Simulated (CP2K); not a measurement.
# Energy of I along an even scaling of the cell

System: I (Fmmm, 1 atom in the cell).
Method: Kohn-Sham DFT of a periodic cell, PBEsol, GTH-PBE with UZH-TZVP basis, no spin polarisation (CP2K 2026.2).

The 6 runs differ only in the geometry, by an even scaling of the cell at fixed fractional positions. The structure derives from a Materials Project entry.

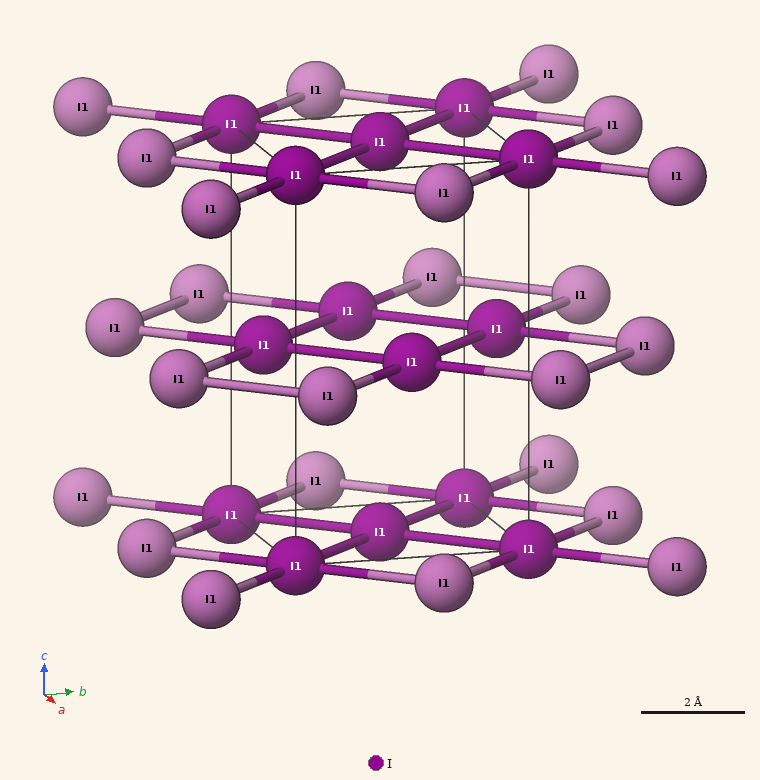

Figure 1. The structure of run 4 (ball-and-stick view of the cell 4 times as large as that of the calculation, set on its symmetry axes, seen slightly off an axis; neighbours outside the cell are drawn fainter; atoms are numbered from 1 in the order of the input). An atom can appear more than once, as a periodic image.

### Input of run 4
```
&GLOBAL
  PROJECT i_eos
  RUN_TYPE ENERGY_FORCE
  PRINT_LEVEL LOW
&END GLOBAL
&FORCE_EVAL
  METHOD QS
  STRESS_TENSOR ANALYTICAL
  &DFT
    BASIS_SET_FILE_NAME BASIS_MOLOPT_UZH
    POTENTIAL_FILE_NAME POTENTIAL_UZH
    WFN_RESTART_FILE_NAME previous-RESTART.kp
    &MGRID
      CUTOFF 450
      REL_CUTOFF 60
      NGRIDS 4
    &END MGRID
    &QS
      METHOD GPW
      EPS_DEFAULT 1.0E-10
    &END QS
    &KPOINTS
      SCHEME MONKHORST-PACK 9 9 9
      GAMMA_CENTERED T
      SYMMETRY T
      SYMMETRY_BACKEND SPGLIB
    &END KPOINTS
    &SCF
      SCF_GUESS RESTART
      EPS_SCF 1.0E-6
      MAX_SCF 100
      ADDED_MOS 8
      CHOLESKY OFF
      EPS_EIGVAL 1.0E-7
      &DIAGONALIZATION ON
        ALGORITHM STANDARD
      &END DIAGONALIZATION
      &MIXING ON
        METHOD BROYDEN_MIXING
        ALPHA 0.4
        BETA 1.5
        NBUFFER 8
      &END MIXING
      &SMEAR ON
        METHOD FERMI_DIRAC
        ELECTRONIC_TEMPERATURE [K] 580.226
      &END SMEAR
    &END SCF
    &XC
      &XC_FUNCTIONAL
        &GGA_X_PBE_SOL
        &END GGA_X_PBE_SOL
        &GGA_C_PBE_SOL
        &END GGA_C_PBE_SOL
      &END XC_FUNCTIONAL
    &END XC
    &PRINT
      &KPOINTS ON
      &END KPOINTS
      &MULLIKEN ON
      &END MULLIKEN
      &MO ON
        ENERGIES T
        OCCUPATION_NUMBERS T
        &EACH
          QS_SCF 0
        &END EACH
        ADD_LAST NUMERIC
      &END MO
    &END PRINT
  &END DFT
  &SUBSYS
    &CELL
      ABC 4.6000471968 4.5121844763 3.2465737017
      ALPHA_BETA_GAMMA 70.5836907608 67.6855441034 41.7307651358
      PERIODIC XYZ
    &END CELL
    &COORD
      I   0.0000000000 0.0000000000 0.0000000000
    &END COORD
    &KIND I
      BASIS_SET TZVP-MOLOPT-PBE-GTH-q7
      POTENTIAL GTH-PBE-q7
    &END KIND
    &PRINT
      &ATOMIC_COORDINATES ON
      &END ATOMIC_COORDINATES
      &CELL ON
      &END CELL
    &END PRINT
  &END SUBSYS
  &PRINT
    &FORCES ON
    &END FORCES
    &STRESS_TENSOR ON
    &END STRESS_TENSOR
  &END PRINT
&END FORCE_EVAL
```

Command:
```bash
OMP_NUM_THREADS=1 cp2k.psmp -i i_eos.inp -o i_eos.out
```

Run 3 has the same physical settings and fractional positions; its lattice vectors (Å) are:
```
   4.539112    0.000000    0.000000
   3.322751    2.963665    0.000000
   1.216361    0.236187    2.954239
```

### Results, with one run withheld

| run | volume per atom (Å³) | free energy per atom, from the lowest run given (meV) | pressure (GPa) |
| --- | --- | --- | --- |
| 1 | 38.120 | 6.00 | 1.55 |
| 2 | 38.931 | 0.00 | 0.83 |
| 3 | 39.742 | ? | ? |
| 4 | 41.364 | 0.91 | −0.84 |
| 5 | 42.175 | 6.29 | −1.27 |
| 6 | 42.986 | 13.70 | −1.65 |

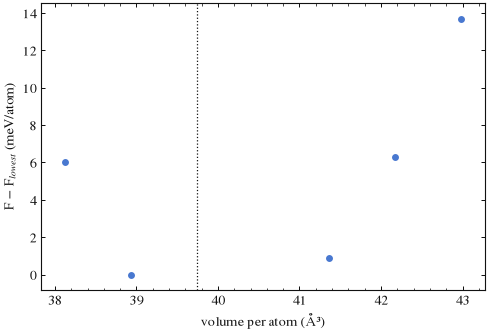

Figure 2. Free energy per atom of the runs given; the dotted line marks run 3.

What should run 3 give?

A cubic polynomial in V^(−2/3) (the Birch–Murnaghan form), fitted to the 5 runs given, misses them by under 0.01 meV per atom. With x = V^(−2/3) − 0.08460 Å⁻², it reads F = −1.9476 − 1847.9 x + 1.053e+06 x² + 8.8785e+06 x³ (meV per atom). At run 3 it gives −2.58 meV per atom, and the run itself gives −2.58. The slope of the fit gives a pressure −dF/dV of 0.20 GPa there, and the run prints 0.20 GPa. The fit has its minimum at 40.022 Å³ per atom, where V d²F/dV² gives 28 GPa. Cell shape and fractional positions are held, so this is the stiffness under even scaling; the relaxed bulk modulus wasn't computed and can be far lower in a crystal of layers, chains or molecules like this one.

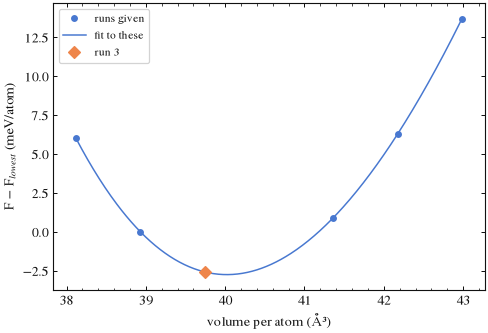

Figure 3. The fit and the withheld run.

### Some lines of the output (run 3)
```
[...]
 CELL| Volume [angstrom^3]:                                            39.741627
 CELL_REF| Volume [angstrom^3]:                                        39.741627
                        Smear method:                                FERMI_DIRAC
  Step     Update method      Time    Convergence         Total energy    Change
  Fermi energy:                                                 0.10115895532730
  Total energy:                                               -11.43270145641229
  Total energy (extrapolated to T->0):                        -11.43261502988615
 MO| E(Fermi):            0.101159 a.u.          2.752675 eV
```

Notes: The cell holds an odd number of electrons but the run has no spin polarisation, so a band is left half filled.
